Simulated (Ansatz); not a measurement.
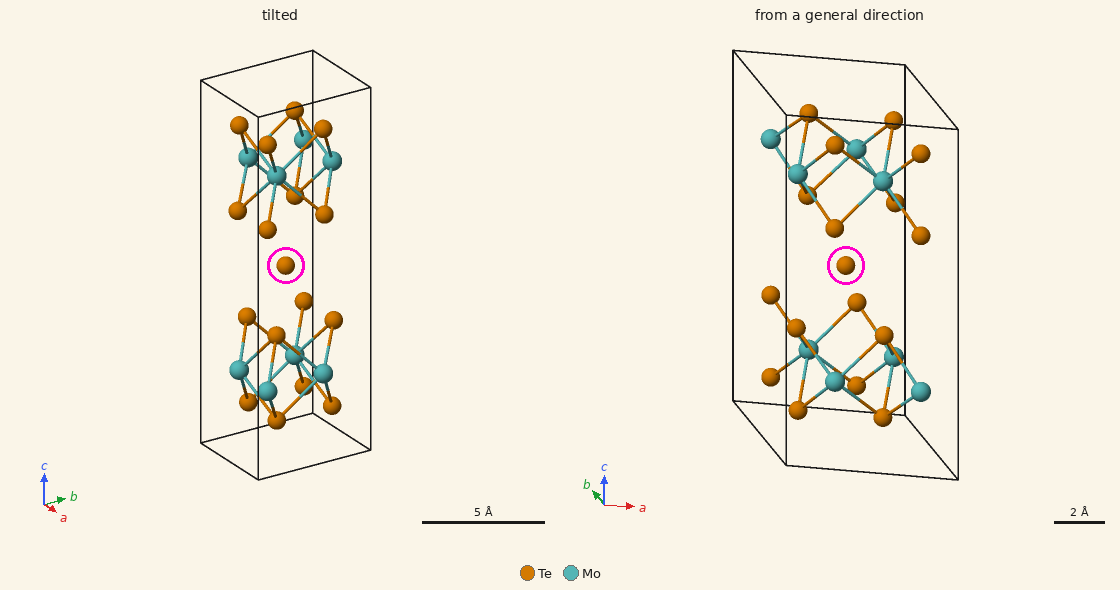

The figure gives a ball-and-stick picture of the atoms, viewed slightly off an axis and from a general direction. Thin lines show the supercell, with boundary atoms drawn in all their periodic places. The host is Te$_{2}$Mo, in a cell of 24 sites, and the cell carries a charge of -2. A ring marks the defect's site.

Describe the defect.

An interstitial tellurium atom. It is bonded to no bonds drawn.

The atoms were relaxed in the host's cell with Ansatz, DFT PBE, scalar-relativistic, plane waves, PAW.
